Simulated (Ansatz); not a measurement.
**Energy of Al$_{2}$Cu along a strain of the cell**

System: Al$_{2}$Cu (3 atoms in the cell).
Method: DFT PBEsol, scalar-relativistic, plane waves, PAW, PAW set soft_1, no spin polarisation (Ansatz 0.2.0).

The 5 runs differ only in the geometry, by a strain of the cell at fixed fractional positions. Against run 3, the strain is εxx = −0.48 η, εyy = −0.48 η and εzz = η. The structure derives from a Materials Project entry.

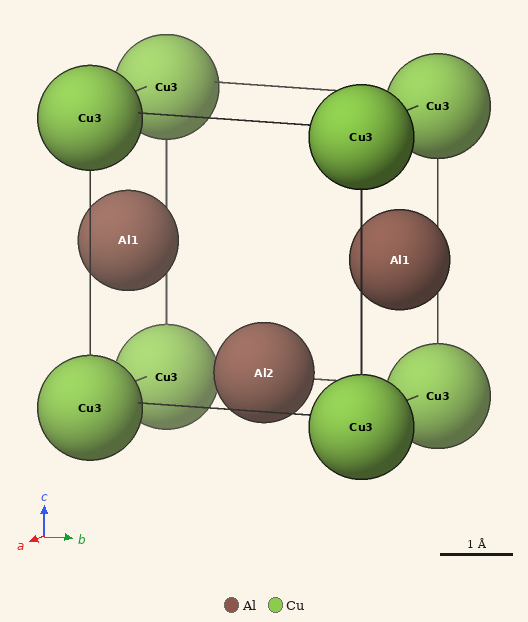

Figure 1. The structure of run 3 (spheres-only view of the cell of the calculation, set on other vectors, seen slightly off an axis; atoms are numbered from 1 in the order of the input). An atom can appear more than once, as a periodic image.

**Input of run 3**
```yaml
crystal:
  lattice:
    - [4.1317889166, 0.0, 0.0]
    - [0.0, 4.1317889166, 0.0]
    - [0.0, 0.0, 2.7795850418]
  atoms:
    - { symbol: Al, position: [0.5049764728, 0.0, 0.5] }
    - { symbol: Al, position: [-0.0726456654, 0.5, 0.5] }
    - { symbol: Cu, position: [0.02873224, 0.0, 0.0] }
basis:
  ecutwfc: 520.0
kpoints:
  mp_grid: { grid: [10, 10, 14] }
hamiltonian:
  xc: pbesol
  pseudopotentials: { kind: paw, azcp: { folder: soft_1 } }
scf:
  occupations: { method: gaussian, width: 0.15 }
output:
  forces: true
  stress: true
  eigenvalues: true
```

Command:
```bash
ansatz run input.yaml --threads 2 --pin off --max-ram 4096MiB --backend cpu --events-out ev --progress --plain --runs-dir out
```

Lattice vectors (Å) and fractional positions of run 3:
```
   4.131789    0.000000    0.000000
   0.000000    4.131789    0.000000
   0.000000    0.000000    2.779585
Al  0.504976  0.000000  0.500000
Al -0.072646  0.500000  0.500000
Cu  0.028732  0.000000  0.000000
```

Run 2 differs from it as follows:
```diff
-    - [4.1317889166, 0.0, 0.0]
-    - [0.0, 4.1317889166, 0.0]
-    - [0.0, 0.0, 2.7795850418]
+    - [4.1795741489, 0.0, 0.0]
+    - [0.0, 4.1795741489, 0.0]
+    - [0.0, 0.0, 2.7129911133]
```

**Results, with one run withheld**

```tsv
run	strain parameter η (%)	free energy per atom, from the lowest run given (meV)	pressure (GPa)
1	−4.7814	17.80	2.76
2	−2.3958	?	?
3	0.0000	0.00	1.41
4	4.7712	11.67	1.49
5	9.5526	54.57	2.74
```

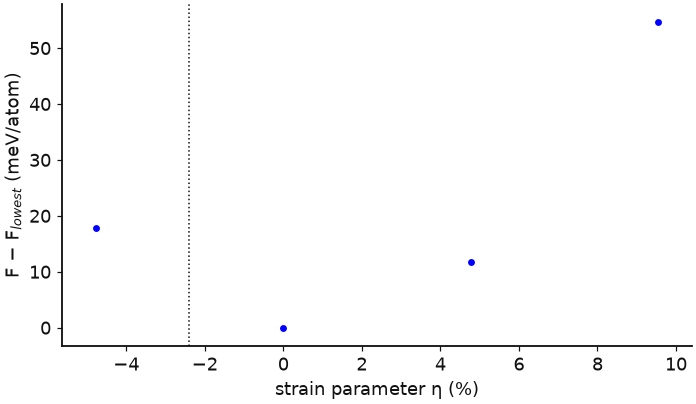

Figure 2. Free energy per atom of the runs given; the dotted line marks run 2.

Fit the runs given and predict run 2.

A quadratic polynomial in the coordinate, fitted to the 4 runs given, misses them by at most 0.26 meV per atom. With x = η − 2.3856, it reads F = 2.0534 + 2.5533 x + 0.66448 x² (meV per atom). At run 2 it gives 5.04 meV per atom, and the run itself gives 3.43. The fit has its minimum at η = 0.4643 %. The fit misses that run by 1.61 meV per atom.

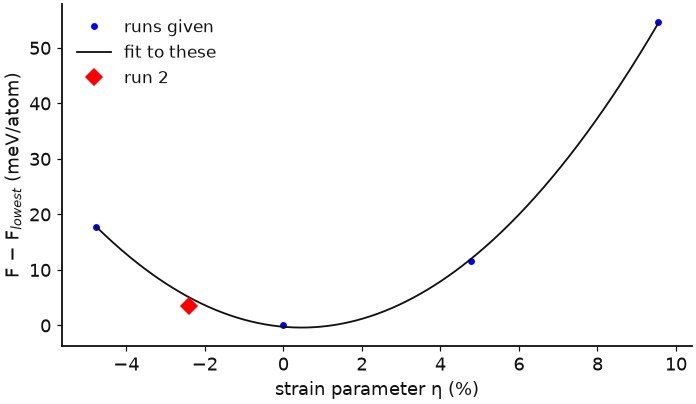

Figure 3. The fit and the withheld run.

**Output, shortened to warnings, some set-up lines, iterations and results (run 2)**
```
Warning: [file] the record states the generating functional pbe (its physics header spells it `PBE`), which answers neither for hamiltonian.xc's functional nor for the pbesol family's — results may be inconsistent (PPs are generated against a specific XC)
Warning: [file] the record states the generating functional pbe (its physics header spells it `PBE`), which answers neither for hamiltonian.xc's functional nor for the pbesol family's — results may be inconsistent (PPs are generated against a specific XC)
Basis set: ecut = 520 eV, 1267 PW (Γ), exchange–correlation on 64×64×48 points (8 copies of the dense FFT grid, shifted against one another)
Symmetry: 4 space group operations
k-points: 288 of 1400 (time reversal used)
Initial density: superposition of atomic densities (chi_scale 0.1, normalization cell, long waves kept (reshape's long-wave potential 0.00 eV rms))
[...]
SCF iter   1: F=—  HF=-7641.416620 eV  |F-HF|=—  |Δ(HF+E_count)|=         —  Δρ=3.31e-1  dr2=3.71e1  ethr=3.10e-3  ⟨swp⟩=5.3  Hψ=24021  notcnv=0
SCF iter   2: F=—  HF=-7638.684780 eV  |F-HF|=—  |Δ(HF+E_count)|=    2.73e0  Δρ=1.28e-1  dr2=6.45e0  ethr=3.10e-3  ⟨swp⟩=2.0  Hψ=12088  notcnv=0  defer=20
SCF iter   3: F=—  HF=-7638.008687 eV  |F-HF|=—  |Δ(HF+E_count)|=   6.76e-1  Δρ=5.47e-2  dr2=1.41e0  ethr=3.10e-3  ⟨swp⟩=2.0  Hψ=8379  notcnv=0  defer=33
SCF iter   4: F=—  HF=-7637.848352 eV  |F-HF|=—  |Δ(HF+E_count)|=   1.60e-1  Δρ=1.56e-2  dr2=1.74e-1  ethr=3.10e-3  ⟨swp⟩=2.5  Hψ=7509  notcnv=0  defer=33
SCF iter   5: F=—  HF=-7637.820855 eV  |F-HF|=—  |Δ(HF+E_count)|=   2.75e-2  Δρ=1.73e-3  dr2=1.17e-3  ethr=6.95e-4  ⟨swp⟩=2.4  Hψ=8861  notcnv=0  defer=37
SCF iter   6: F=—  HF=-7637.821530 eV  |F-HF|=—  |Δ(HF+E_count)|=   6.75e-4  Δρ=6.04e-4  dr2=3.02e-4  ethr=4.67e-6  ⟨swp⟩=2.0  Hψ=8489  notcnv=0  defer=37
SCF iter   7: F=—  HF=-7637.821418 eV  |F-HF|=—  |Δ(HF+E_count)|=   1.11e-4  Δρ=2.81e-4  dr2=2.67e-5  ethr=1.21e-6  ⟨swp⟩=2.0  Hψ=7156  notcnv=0  defer=37
SCF iter   8: F=—  HF=-7637.821413 eV  |F-HF|=—  |Δ(HF+E_count)|=   5.08e-6  Δρ=7.21e-5  dr2=3.05e-6  ethr=1.07e-7  ⟨swp⟩=2.2  Hψ=8481  notcnv=0  defer=37
SCF iter   9: F=—  HF=-7637.821404 eV  |F-HF|=—  |Δ(HF+E_count)|=   9.07e-6  Δρ=1.76e-5  dr2=2.88e-7  ethr=1.22e-8  ⟨swp⟩=2.1  Hψ=6786  notcnv=0  defer=37
SCF iter  10: F=-7637.821404 eV  HF=-7637.821404 eV  |F-HF|=7.26e-8  |Δ(HF+E_count)|=   3.37e-8  Δρ=1.12e-5  dr2=5.42e-8  ethr=4.00e-10  ⟨swp⟩=4.9  Hψ=18103  notcnv=0
SCF 1 converged in 10 iterations: F = -7637.821404 eV  dr2 = 5.42e-8
SCF converged after 10 iterations
Free energy (F): -7637.821404 eV
Harris-Foulkes:  -7637.821404 eV  (|F-HF|=7.26e-8)
Internal energy: -7637.812183 eV  (E = F + TS)
E sigma→0 (E₀):  -7637.816794 eV
Entropy (-TS):   -0.009221 eV (-3.074 meV/atom)
Fermi energy:    9.470943 eV
--- Per-component energies (eV) ---
  E_band       = -494.637533
  E_kinetic    = 309.246830
  E_local      = -6677.833242  (includes V_loc(G=0)·N_el)
  E_nonlocal   = 906.399768
  E_hartree    = 2928.651206
  E_xc         = -144.550356
  E_vxc        = -149.118531  (∫ρ·V_xc dr)
  E_paw        = -2688.803716  (= ΣΔE_a)
  E_vpaw       = -740.658825  (= ΣTr[D̂ρ^β])
  E_aug_tail   = 0.000358  (compensation charges beyond the density's cutoff)
  E_ewald      = -2271.167511
  E_core_change = 0.244481  (= ΣΔE_core)
  E_smearing   = -0.009221  (= −TS)
  E_closure    = 0.000000  (closes the sum)
  Σ components = -7637.821404   (vs F -7637.821404, Δ=0.00e0)
--- Forces (eV/Å), atoms counted from 1 ---
  atom   1  Al     0.08046831     0.00000000     0.00000000
  atom   2  Al     0.54411622     0.00000000     0.00000000
  atom   3  Cu    -0.62458146     0.00000000     0.00000000
  max |Σ_I F_I| component: 3.07e-6 eV/Å
--- Stress (GPa, compression-positive) ---
        2.506165       0.000000       0.000000
        0.000000      -0.746711       0.000000
        0.000000       0.000000       3.839108
  P = ⅓ Tr σ = 1.8662 GPa (18.662 kbar)
```

Warnings of the run: the PAW datasets were made with another functional.
